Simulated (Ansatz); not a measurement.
## Nudged elastic band of GeSi16 (part 1 of 2)

GeSi16 (defect cell, 17 atoms in the cell), computed with DFT PBEsol, scalar-relativistic, plane waves, PAW, PAW set soft_1, no spin polarisation (Ansatz 0.2.0).

It belongs to a series of runs on one base structure; here: band between the two ends. Figures and captions count atoms from 1; the log counts them from 0 in places.

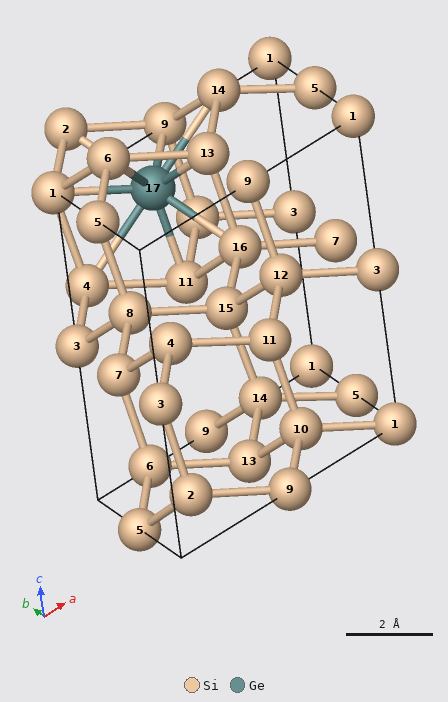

**Figure 1.** The structure as given in the input (ball-and-stick view of the cell of the calculation, seen slightly off an axis; bonded neighbours outside the cell are drawn too; atoms are numbered from 1 in the order of the input). An atom can appear more than once, as a periodic image. Near neighbours in the periodic cell (some may lie outside the picture): Si has 1 Ge at 2.42 to 2.76 Å and 4 Si at 2.28 to 2.40 Å; Si has 4 Si at 2.28 to 2.34 Å; Ge has 10 Si at 2.42 to 2.76 Å.

**The input**
```yaml
crystal:
  lattice:
    - [0.0, 5.43, 5.43]
    - [5.43, 0.0, 5.43]
    - [5.43, 5.43, 0.0]
  atoms:
    - { symbol: Si, position: [-0.01206415, 0.00418083, 0.00371879] }
    - { symbol: Si, position: [0.11999906, 0.12972169, 0.12923858] }
    - { symbol: Si, position: [0.00041028, -0.0021209, 0.50059336] }
    - { symbol: Si, position: [0.12016514, 0.12971996, 0.62040756] }
    - { symbol: Si, position: [0.00023562, 0.50108561, -0.00239154] }
    - { symbol: Si, position: [0.119998, 0.62105871, 0.12923675] }
    - { symbol: Si, position: [0.00040796, 0.50112987, 0.50059149] }
    - { symbol: Si, position: [0.1247846, 0.62517084, 0.62488235] }
    - { symbol: Si, position: [0.50310589, 0.00431409, 0.00331526] }
    - { symbol: Si, position: [0.62423363, 0.12562856, 0.12453515] }
    - { symbol: Si, position: [0.50347606, 0.00415711, 0.48822917] }
    - { symbol: Si, position: [0.62905565, 0.12969447, 0.62022128] }
    - { symbol: Si, position: [0.50310211, 0.48928995, 0.00331439] }
    - { symbol: Si, position: [0.62880817, 0.62113073, 0.1289501] }
    - { symbol: Si, position: [0.49751466, 0.5010615, 0.50037874] }
    - { symbol: Si, position: [0.62905266, 0.62104824, 0.62022151] }
    - { symbol: Ge, position: [0.37421966, 0.87564144, 0.87452446] }
basis:
  ecutwfc: 420.0
kpoints:
  mp_grid: { grid: [2, 2, 2] }
hamiltonian:
  xc: pbesol
  pseudopotentials: { kind: paw, azcp: { folder: soft_1 } }
scf:
  occupations: { method: gaussian, width: 0.05 }
  lower_state_search: "off"
neb:
  images: 7
  f_tol: 0.05
  initial_path: idpp
  max_iterations: 20
  final_atoms:
    - { symbol: Si, position: [0.00021397, 0.0003293, -0.00030179] }
    - { symbol: Si, position: [0.1244061, 0.12453562, 0.12383161] }
    - { symbol: Si, position: [0.00467539, 0.004822, 0.49521879] }
    - { symbol: Si, position: [0.12440083, 0.12453032, 0.62717503] }
    - { symbol: Si, position: [0.0047475, 0.49590608, 0.0040467] }
    - { symbol: Si, position: [0.12447059, 0.62769635, 0.12388215] }
    - { symbol: Si, position: [0.00475057, 0.49589841, 0.49522591] }
    - { symbol: Si, position: [0.13679074, 0.62114987, 0.62100782] }
    - { symbol: Si, position: [0.49576459, 0.00489992, 0.00405361] }
    - { symbol: Si, position: [0.62760091, 0.12458732, 0.12387171] }
    - { symbol: Si, position: [0.49576003, 0.0048998, 0.4952115] }
    - { symbol: Si, position: [0.62101707, 0.13703272, 0.6209594] }
    - { symbol: Si, position: [0.49592476, 0.49604655, 0.00397654] }
    - { symbol: Si, position: [0.62162085, 0.62170354, 0.13563276] }
    - { symbol: Si, position: [0.50055944, 0.50084661, 0.49922683] }
    - { symbol: Si, position: [0.62159835, 0.62166893, 0.62097625] }
    - { symbol: Ge, position: [0.75065892, 0.75106668, 0.74906191] }
  order_check: false
```

Run on 1 thread of Arm Neoverse V2, 24 GiB of memory available, shared host.

Command:
```bash
ansatz run input.yaml --threads 1 --pin off --max-ram 3072MiB --backend cpu --events-out ev --progress --plain --runs-dir out
```

**Output**
```
Warning: neb: disabling space-group detection — the band's intermediate images generally break the endpoint symmetry, so no spatial operation reduces the k-mesh or symmetrises the density, except that a semilocal band can use its path's symmetry ahead of convergence; time reversal is kept, so that k and −k are solved as one point where they differ and the mesh holds both, and exact exchange and, on two spinor components, a DFT+U term hold to it where the run has them: on two components no moment then forms, and a state that bears one, which a typed moment (crystal.atoms[].spin; refused beside efield: under a hybrid functional) reaches, can lie lower, under hf by electronvolts; crystal.symmetry.detect: false (a key that needs symmetry detection or time reversal refuses this as the deck is read) with time_reversal: false beside it drops time reversal too
Warning: [file] the record states the generating functional pbe (its physics header spells it `PBE`), which answers neither for hamiltonian.xc's functional nor for the pbesol family's — results may be inconsistent (PPs are generated against a specific XC)
Warning: [file] the record states the generating functional pbe (its physics header spells it `PBE`), which answers neither for hamiltonian.xc's functional nor for the pbesol family's — results may be inconsistent (PPs are generated against a specific XC)
Engine: ansatz 0.2.0, aarch64-unknown-linux-gnu
Pseudopotentials: kind: paw
Pseudopotential: Si, paw, valence charge 4, recommended cutoff 420 eV (normal), [file]
Pseudopotential: Ge, paw, valence charge 14, recommended cutoff 420 eV (normal), [file]
Functional definition: PBEsol
  exchange = pbesol_x
  correlation = pbesol_c
NEB image 0
Crystal: 17 atoms, lattice volume = 320.206 Å³
Basis set: ecut = 420 eV, 6231 PW (Γ), exchange–correlation on 108×108×108 points (8 copies of the dense FFT grid, shifted against one another)
Bands: 56, of which v1, the nominal top of the filled ones, is band 39 counted from 1 (38 counted from 0)
Symmetry: 1 space group operations
k-points: 8
Non-local potential: Si, projectors of the file, l = 0: 2, l = 1: 2, l = 2: 1
Non-local potential: Ge, projectors of the file, l = 0: 2, l = 1: 2, l = 2: 3, l = 3: 1
PAW form: soft (Blöchl's): semilocal exchange-correlation on the pseudo side does not see the compensation charge
PAW frozen core: Si, regenerated for the run's functional, and the local potential with it (the file was generated under x = pbe(κ = 0.804, μ = 0.2195149727645171), c = pbe(β = 0.06672455060314922))
PAW frozen core: Ge, regenerated for the run's functional, and the local potential with it (the file was generated under x = pbe(κ = 0.804, μ = 0.2195149727645171), c = pbe(β = 0.06672455060314922))
PAW one-centre angular grid: Si, 110 points (default); XC on 64 Gauss nodes
PAW one-centre angular grid: Ge, 590 points (default); XC on 64 Gauss nodes
Initial density: superposition of atomic densities (chi_scale 0.1, normalization cell, long waves kept (reshape's long-wave potential 0.02 eV rms))
Initial wavefunctions: pseudopotential atomic-orbital guess
Functional: x = pbesol(κ = 0.804, μ = 0.12345679012345678), c = pbesol(β = 0.046)
SCF iter   1: F=—  HF=-14195.170153 eV  |F-HF|=—  |Δ(HF+E_count)|=         —  Δρ=4.54e-2  dr2=6.06e0  ethr=3.10e-3  ⟨swp⟩=8.8  Hψ=2457  notcnv=0  defer=19
preconditioner: auto → Resta (q_TF=auto, 2.156 Å⁻¹)  ε∞=5.4  [insulator: Δε(μ)=0.284 eV  Ē_g=8.141 eV  σ=0.050 eV  W_gap=0.76  n_scr=58 (ndim 8)  ℏωp=17.1 eV  f_vac=0.000  D(μ)=9.73/eV (n_scr^D=64)  ε∞_Penn≈5.4]
SCF iter   2: F=—  HF=-14193.901403 eV  |F-HF|=—  |Δ(HF+E_count)|=    1.27e0  Δρ=2.57e-2  dr2=2.01e0  ethr=3.10e-3  ⟨swp⟩=2.0  Hψ=571  notcnv=0  defer=63
SCF iter   3: F=—  HF=-14193.324669 eV  |F-HF|=—  |Δ(HF+E_count)|=   5.77e-1  Δρ=2.58e-3  dr2=3.68e-2  ethr=2.57e-3  ⟨swp⟩=3.0  Hψ=742  notcnv=0  defer=63
SCF iter   4: F=—  HF=-14193.311181 eV  |F-HF|=—  |Δ(HF+E_count)|=   1.35e-2  Δρ=1.53e-3  dr2=7.69e-3  ethr=4.71e-5  ⟨swp⟩=2.5  Hψ=746  notcnv=0  defer=77
SCF iter   5: F=—  HF=-14193.313974 eV  |F-HF|=—  |Δ(HF+E_count)|=   2.79e-3  Δρ=4.24e-4  dr2=8.40e-4  ethr=9.86e-6  ⟨swp⟩=2.0  Hψ=699  notcnv=0  defer=77
SCF iter   6: F=—  HF=-14193.314274 eV  |F-HF|=—  |Δ(HF+E_count)|=   3.00e-4  Δρ=7.48e-5  dr2=2.40e-5  ethr=1.08e-6  ⟨swp⟩=2.0  Hψ=684  notcnv=0  defer=77
SCF iter   7: F=—  HF=-14193.314256 eV  |F-HF|=—  |Δ(HF+E_count)|=   1.78e-5  Δρ=1.99e-5  dr2=1.06e-6  ethr=3.07e-8  ⟨swp⟩=2.0  Hψ=755  notcnv=0  defer=77
SCF iter   8: F=-14193.314257 eV  HF=-14193.314257 eV  |F-HF|=8.17e-9  |Δ(HF+E_count)|=   1.22e-6  Δρ=2.86e-6  dr2=5.29e-8  ethr=1.28e-10  ⟨swp⟩=5.0  Hψ=1546  notcnv=0
SCF 1 converged in 8 iterations: F = -14193.314257 eV  dr2 = 5.29e-8
  greatest PAW one-centre occupation: 0.998 electrons in one spin orbital (limit 2), on the Ge atom at site 16 (counted from 0), in its partial waves of l = 2
NSCF: frozen V_eff on 8 k-points
NEB image 8
SCF iter   1: F=—  HF=-14195.170181 eV  |F-HF|=—  |Δ(HF+E_count)|=         —  Δρ=4.54e-2  dr2=6.06e0  ethr=3.10e-3  ⟨swp⟩=8.6  Hψ=2450  notcnv=0  defer=17
preconditioner: auto → Resta (q_TF=auto, 2.156 Å⁻¹)  ε∞=5.4  [insulator: Δε(μ)=0.284 eV  Ē_g=8.141 eV  σ=0.050 eV  W_gap=0.76  n_scr=58 (ndim 8)  ℏωp=17.1 eV  f_vac=0.000  D(μ)=9.76/eV (n_scr^D=64)  ε∞_Penn≈5.4]
SCF iter   2: F=—  HF=-14193.901248 eV  |F-HF|=—  |Δ(HF+E_count)|=    1.27e0  Δρ=2.57e-2  dr2=2.01e0  ethr=3.10e-3  ⟨swp⟩=2.0  Hψ=571  notcnv=0  defer=63
SCF iter   3: F=—  HF=-14193.325183 eV  |F-HF|=—  |Δ(HF+E_count)|=   5.76e-1  Δρ=2.60e-3  dr2=3.68e-2  ethr=2.57e-3  ⟨swp⟩=3.0  Hψ=742  notcnv=0  defer=63
SCF iter   4: F=—  HF=-14193.311037 eV  |F-HF|=—  |Δ(HF+E_count)|=   1.41e-2  Δρ=1.53e-3  dr2=7.74e-3  ethr=4.72e-5  ⟨swp⟩=2.5  Hψ=750  notcnv=0  defer=77
SCF iter   5: F=—  HF=-14193.313853 eV  |F-HF|=—  |Δ(HF+E_count)|=   2.82e-3  Δρ=4.23e-4  dr2=8.41e-4  ethr=9.93e-6  ⟨swp⟩=2.0  Hψ=699  notcnv=0  defer=77
SCF iter   6: F=—  HF=-14193.314161 eV  |F-HF|=—  |Δ(HF+E_count)|=   3.08e-4  Δρ=7.46e-5  dr2=2.38e-5  ethr=1.08e-6  ⟨swp⟩=2.0  Hψ=684  notcnv=0  defer=77
SCF iter   7: F=—  HF=-14193.314162 eV  |F-HF|=—  |Δ(HF+E_count)|=   1.28e-6  Δρ=1.98e-5  dr2=1.05e-6  ethr=3.05e-8  ⟨swp⟩=2.0  Hψ=755  notcnv=0  defer=77
SCF iter   8: F=-14193.314163 eV  HF=-14193.314163 eV  |F-HF|=9.39e-9  |Δ(HF+E_count)|=   1.17e-6  Δρ=2.90e-6  dr2=5.53e-8  ethr=1.28e-10  ⟨swp⟩=5.0  Hψ=1560  notcnv=0
SCF 2 converged in 8 iterations: F = -14193.314163 eV  dr2 = 5.53e-8
NSCF: frozen V_eff on 8 k-points
NEB end point (image 0): max|allowed force component| = 3.042e-3 eV/Å (the criterion of neb.relax_end_points is 1.000e-2)
NEB end point (image 8): max|allowed force component| = 1.825e-2 eV/Å (the criterion of neb.relax_end_points is 1.000e-2)
NEB image 1
SCF iter   1: F=—  HF=-14194.919628 eV  |F-HF|=—  |Δ(HF+E_count)|=         —  Δρ=4.56e-2  dr2=6.15e0  ethr=3.10e-3  ⟨swp⟩=9.6  Hψ=2538  notcnv=0  defer=8
preconditioner: auto → Resta (q_TF=auto, 2.156 Å⁻¹)  ε∞=5.4  [insulator: Δε(μ)=0.102 eV  Ē_g=8.136 eV  σ=0.050 eV  W_gap=0.64  n_scr=58 (ndim 8)  ℏωp=17.1 eV  f_vac=0.000  D(μ)=9.64/eV (n_scr^D=64)  ε∞_Penn≈5.4]
SCF iter   2: F=—  HF=-14193.628805 eV  |F-HF|=—  |Δ(HF+E_count)|=    1.29e0  Δρ=2.58e-2  dr2=2.01e0  ethr=3.10e-3  ⟨swp⟩=2.2  Hψ=571  notcnv=0  defer=71
SCF iter   3: F=—  HF=-14193.050786 eV  |F-HF|=—  |Δ(HF+E_count)|=   5.78e-1  Δρ=2.65e-3  dr2=4.05e-2  ethr=2.58e-3  ⟨swp⟩=2.8  Hψ=688  notcnv=0  defer=74
SCF iter   4: F=—  HF=-14193.035641 eV  |F-HF|=—  |Δ(HF+E_count)|=   1.51e-2  Δρ=1.56e-3  dr2=8.61e-3  ethr=5.19e-5  ⟨swp⟩=2.6  Hψ=748  notcnv=0  defer=83
SCF iter   5: F=—  HF=-14193.037915 eV  |F-HF|=—  |Δ(HF+E_count)|=   2.27e-3  Δρ=4.70e-4  dr2=9.28e-4  ethr=1.10e-5  ⟨swp⟩=2.0  Hψ=678  notcnv=0  defer=83
[...]
NEB image 2
preconditioner: auto → Kerker (q_TF=auto, 2.156 Å⁻¹)  [metal: Δε(μ)=0.037 eV  Ē_g=8.136 eV  σ=0.050 eV  W_gap=0.38  n_scr=58 (ndim 8)  ℏωp=17.1 eV  f_vac=0.000  D(μ)=8.14/eV (n_scr^D=58)]
preconditioner: auto → Resta (q_TF=auto, 2.156 Å⁻¹)  ε∞=5.5  [insulator: Δε(μ)=0.069 eV  Ē_g=8.080 eV  σ=0.050 eV  W_gap=0.55  n_scr=58 (ndim 8)  ℏωp=17.1 eV  f_vac=0.000  D(μ)=10.32/eV (n_scr^D=64)  ε∞_Penn≈5.5]
NEB image 3
preconditioner: auto → Kerker (q_TF=auto, 2.156 Å⁻¹)  [metal: Δε(μ)=0.032 eV  Ē_g=8.144 eV  σ=0.050 eV  W_gap=0.34  n_scr=58 (ndim 8)  ℏωp=17.1 eV  f_vac=0.000  D(μ)=10.53/eV (n_scr^D=64)]
NEB image 4
preconditioner: auto → Kerker (q_TF=auto, 2.156 Å⁻¹)  [metal: Δε(μ)=0.030 eV  Ē_g=8.155 eV  σ=0.050 eV  W_gap=0.33  n_scr=58 (ndim 8)  ℏωp=17.1 eV  f_vac=0.000  D(μ)=5.15/eV (n_scr^D=26)]
NEB image 5
preconditioner: auto → Kerker (q_TF=auto, 2.156 Å⁻¹)  [metal: Δε(μ)=0.021 eV  Ē_g=8.149 eV  σ=0.050 eV  W_gap=0.23  n_scr=58 (ndim 8)  ℏωp=17.1 eV  f_vac=0.000  D(μ)=11.09/eV (n_scr^D=64)]
NEB image 6
preconditioner: auto → Resta (q_TF=auto, 2.156 Å⁻¹)  ε∞=5.4  [insulator: Δε(μ)=0.059 eV  Ē_g=8.136 eV  σ=0.050 eV  W_gap=0.59  n_scr=58 (ndim 8)  ℏωp=17.1 eV  f_vac=0.000  D(μ)=5.93/eV (n_scr^D=26)  ε∞_Penn≈5.4]
preconditioner: auto → Kerker (q_TF=auto, 2.156 Å⁻¹)  [metal: Δε(μ)=0.036 eV  Ē_g=8.068 eV  σ=0.050 eV  W_gap=0.39  n_scr=58 (ndim 8)  ℏωp=17.1 eV  f_vac=0.000  D(μ)=9.19/eV (n_scr^D=58)]
NEB image 7
preconditioner: auto → Resta (q_TF=auto, 2.156 Å⁻¹)  ε∞=5.4  [insulator: Δε(μ)=0.106 eV  Ē_g=8.136 eV  σ=0.050 eV  W_gap=0.68  n_scr=58 (ndim 8)  ℏωp=17.1 eV  f_vac=0.000  D(μ)=9.66/eV (n_scr^D=64)  ε∞_Penn≈5.4]
NEB iter   1: max|band force component| = 2.698e0 eV/Å  barrier→ = 1.2200 eV  barrier← = 1.2199 eV  Δτ_max = 0.1758 Å  (77 SCF iters)
NEB image 1
Initial density: handed on by an earlier stage of this run
Initial wavefunctions: those handed on with the density
preconditioner: auto → Kerker (q_TF=auto, 2.156 Å⁻¹)  [metal: Δε(μ)=0.024 eV  Ē_g=7.980 eV  σ=0.050 eV  W_gap=0.26  n_scr=58 (ndim 8)  ℏωp=17.1 eV  f_vac=0.000  D(μ)=6.93/eV (n_scr^D=50)]
NEB image 2
preconditioner: auto → Resta (q_TF=auto, 2.156 Å⁻¹)  ε∞=5.6  [insulator: Δε(μ)=0.116 eV  Ē_g=7.982 eV  σ=0.050 eV  W_gap=0.63  n_scr=58 (ndim 8)  ℏωp=17.1 eV  f_vac=0.000  D(μ)=9.28/eV (n_scr^D=58)  ε∞_Penn≈5.6]
NEB image 3
preconditioner: auto → Resta (q_TF=auto, 2.156 Å⁻¹)  ε∞=5.6  [insulator: Δε(μ)=0.164 eV  Ē_g=7.986 eV  σ=0.050 eV  W_gap=0.63  n_scr=58 (ndim 8)  ℏωp=17.1 eV  f_vac=0.000  D(μ)=9.17/eV (n_scr^D=58)  ε∞_Penn≈5.6]
NEB image 4
preconditioner: auto → Kerker (q_TF=auto, 2.156 Å⁻¹)  [metal: Δε(μ)=0.018 eV  Ē_g=7.996 eV  σ=0.050 eV  W_gap=0.20  n_scr=58 (ndim 8)  ℏωp=17.1 eV  f_vac=0.000  D(μ)=5.46/eV (n_scr^D=26)]
NEB image 5
preconditioner: auto → Resta (q_TF=auto, 2.156 Å⁻¹)  ε∞=5.6  [insulator: Δε(μ)=0.162 eV  Ē_g=7.987 eV  σ=0.050 eV  W_gap=0.57  n_scr=58 (ndim 8)  ℏωp=17.1 eV  f_vac=0.000  D(μ)=8.45/eV (n_scr^D=58)  ε∞_Penn≈5.6]
NEB image 6
preconditioner: auto → Resta (q_TF=auto, 2.156 Å⁻¹)  ε∞=5.6  [insulator: Δε(μ)=0.117 eV  Ē_g=7.982 eV  σ=0.050 eV  W_gap=0.66  n_scr=58 (ndim 8)  ℏωp=17.1 eV  f_vac=0.000  D(μ)=8.97/eV (n_scr^D=58)  ε∞_Penn≈5.6]
NEB image 7
preconditioner: auto → Kerker (q_TF=auto, 2.156 Å⁻¹)  [metal: Δε(μ)=0.026 eV  Ē_g=7.980 eV  σ=0.050 eV  W_gap=0.28  n_scr=58 (ndim 8)  ℏωp=17.1 eV  f_vac=0.000  D(μ)=6.91/eV (n_scr^D=50)]
NEB iter   2: max|band force component| = 9.274e-1 eV/Å  barrier→ = 0.5798 eV  barrier← = 0.5797 eV  Δτ_max = 0.1925 Å  (52 SCF iters)
[... from here on the SCF iterations and repeated set-up lines of each step are left out, up to the last step ...]
NEB image 1
NEB image 2
NEB image 3
NEB image 4
NEB image 5
NEB image 6
NEB image 7
NEB iter   3: max|band force component| = 3.436e-1 eV/Å  barrier→ = 0.3852 eV  barrier← = 0.3851 eV  CI = image 3  Δτ_max = 0.1415 Å  (51 SCF iters)
NEB image 1
NEB image 2
NEB image 3
NEB image 4
NEB image 5
NEB image 6
NEB image 7
NEB iter   4: max|band force component| = 2.471e-1 eV/Å  barrier→ = 0.3439 eV  barrier← = 0.3438 eV  CI = image 4  Δτ_max = 0.1198 Å  (46 SCF iters)
NEB image 1
NEB image 2
NEB image 3
NEB image 4
NEB image 5
NEB image 6
NEB image 7
NEB iter   5: max|band force component| = 7.767e-2 eV/Å  barrier→ = 0.3216 eV  barrier← = 0.3215 eV  CI = image 4  Δτ_max = 0.1673 Å  (43 SCF iters)
NEB image 1
NEB image 2
NEB image 3
NEB image 4
NEB image 5
NEB image 6
NEB image 7
NEB iter   6: max|band force component| = 2.107e-1 eV/Å  barrier→ = 0.3278 eV  barrier← = 0.3277 eV  CI = image 5  Δτ_max = 0.0482 Å  (47 SCF iters)
NEB image 1
NEB image 2
NEB image 3
NEB image 4
NEB image 5
NEB image 6
NEB image 7
NEB iter   7: max|band force component| = 7.111e-2 eV/Å  barrier→ = 0.3261 eV  barrier← = 0.3260 eV  CI = image 5  Δτ_max = 0.0233 Å  (42 SCF iters)
NEB image 1
preconditioner: auto → Resta (q_TF=auto, 2.156 Å⁻¹)  ε∞=5.6  [insulator: Δε(μ)=0.200 eV  Ē_g=7.977 eV  σ=0.050 eV  W_gap=0.52  n_scr=58 (ndim 8)  ℏωp=17.1 eV  f_vac=0.000  D(μ)=7.33/eV (n_scr^D=58)  ε∞_Penn≈5.6]
NEB image 2
preconditioner: auto → Resta (q_TF=auto, 2.156 Å⁻¹)  ε∞=5.6  [insulator: Δε(μ)=0.167 eV  Ē_g=7.953 eV  σ=0.050 eV  W_gap=0.72  n_scr=58 (ndim 8)  ℏωp=17.1 eV  f_vac=0.000  D(μ)=9.53/eV (n_scr^D=64)  ε∞_Penn≈5.6]
NEB image 3
preconditioner: auto → Resta (q_TF=auto, 2.156 Å⁻¹)  ε∞=5.7  [insulator: Δε(μ)=0.116 eV  Ē_g=7.930 eV  σ=0.050 eV  W_gap=0.63  n_scr=58 (ndim 8)  ℏωp=17.1 eV  f_vac=0.000  D(μ)=7.75/eV (n_scr^D=58)  ε∞_Penn≈5.7]
NEB image 4
preconditioner: auto → Resta (q_TF=auto, 2.156 Å⁻¹)  ε∞=5.7  [insulator: Δε(μ)=0.136 eV  Ē_g=7.915 eV  σ=0.050 eV  W_gap=0.94  n_scr=58 (ndim 8)  ℏωp=17.1 eV  f_vac=0.000  D(μ)=2.10/eV (n_scr^D=8)  ε∞_Penn≈5.7]
NEB image 5
preconditioner: auto → Resta (q_TF=auto, 2.156 Å⁻¹)  ε∞=5.7  [insulator: Δε(μ)=0.061 eV  Ē_g=7.923 eV  σ=0.050 eV  W_gap=0.61  n_scr=58 (ndim 8)  ℏωp=17.1 eV  f_vac=0.000  D(μ)=9.22/eV (n_scr^D=58)  ε∞_Penn≈5.7]
NEB image 6
preconditioner: auto → Resta (q_TF=auto, 2.156 Å⁻¹)  ε∞=5.6  [insulator: Δε(μ)=0.131 eV  Ē_g=7.943 eV  σ=0.050 eV  W_gap=0.66  n_scr=58 (ndim 8)  ℏωp=17.1 eV  f_vac=0.000  D(μ)=7.97/eV (n_scr^D=58)  ε∞_Penn≈5.6]
NEB image 7
preconditioner: auto → Resta (q_TF=auto, 2.156 Å⁻¹)  ε∞=5.6  [insulator: Δε(μ)=0.200 eV  Ē_g=7.974 eV  σ=0.050 eV  W_gap=0.56  n_scr=58 (ndim 8)  ℏωp=17.1 eV  f_vac=0.000  D(μ)=7.66/eV (n_scr^D=58)  ε∞_Penn≈5.6]
NEB image 1
NSCF: frozen V_eff on 8 k-points
NEB image 2
NSCF: frozen V_eff on 8 k-points
NEB image 3
NSCF: frozen V_eff on 8 k-points
NEB image 4
NSCF: frozen V_eff on 8 k-points
NEB image 6
NSCF: frozen V_eff on 8 k-points
NEB image 7
NSCF: frozen V_eff on 8 k-points
NEB image 5
NSCF: frozen V_eff on 8 k-points
the band table was solved once a step of the walk had ended and its energy, with any forces and stress, was formed, with the checks that follow a solve (2389 applications of the Hamiltonian). They found nothing against the state; the energy, forces and stress were not computed again (output.eigenvalues in the input reference)
NEB iter   8: max|band force component| = 3.418e-2 eV/Å  barrier→ = 0.3236 eV  barrier← = 0.3235 eV  CI = image 5  Δτ_max = 0.0000 Å  (36 SCF iters)
```

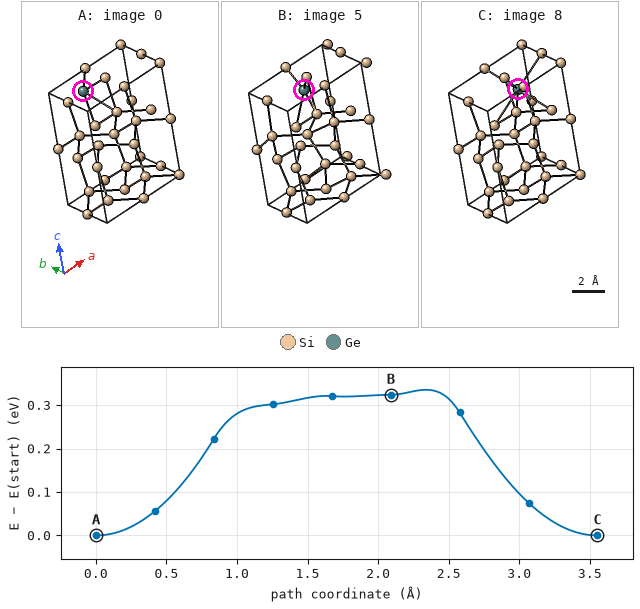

**Figure 2.** Images of the last band (counted from 0; ball-and-stick, reduced simulation cell, seen slightly off an axis), with the moving atom and its periodic copies ringed, above the energy along the path; the line is a cubic interpolation that uses the forces. The highest image is number 5, 0.324 eV above the start and 0.324 eV above the end (the climbing image); start and end have the same energy. The path is 3.55 Å long, and Ge17 moves most (2.36 Å). The band converged in 8 iterations.

```
Free energy (F): -14192.990624 eV
Harris-Foulkes:  -14192.990624 eV  (|F-HF|=1.60e-9)
Internal energy: -14192.978171 eV  (E = F + TS)
E sigma→0 (E₀):  -14192.984397 eV
Entropy (-TS):   -0.012453 eV (-0.733 meV/atom)
Fermi energy:    7.202742 eV
--- Per-component energies (eV) ---
  E_band       = -48.611931
  E_kinetic    = 753.543551
  E_local      = -3456.433741  (includes V_loc(G=0)·N_el)
  E_nonlocal   = 584.026449
  E_hartree    = 1609.502181
  E_xc         = -971.072685
  E_vxc        = -836.806403  (∫ρ·V_xc dr)
  E_paw        = -9933.317145  (= ΣΔE_a)
  E_vpaw       = -311.942008  (= ΣTr[D̂ρ^β])
  E_aug_tail   = 0.000616  (compensation charges beyond the density's cutoff)
  E_ewald      = -2780.650307
  E_core_change = 1.422909  (= ΣΔE_core)
  E_smearing   = -0.012453  (= −TS)
  E_closure    = 0.000000  (closes the sum)
  Σ components = -14192.990624   (vs F -14192.990624, Δ=0.00e0)
```
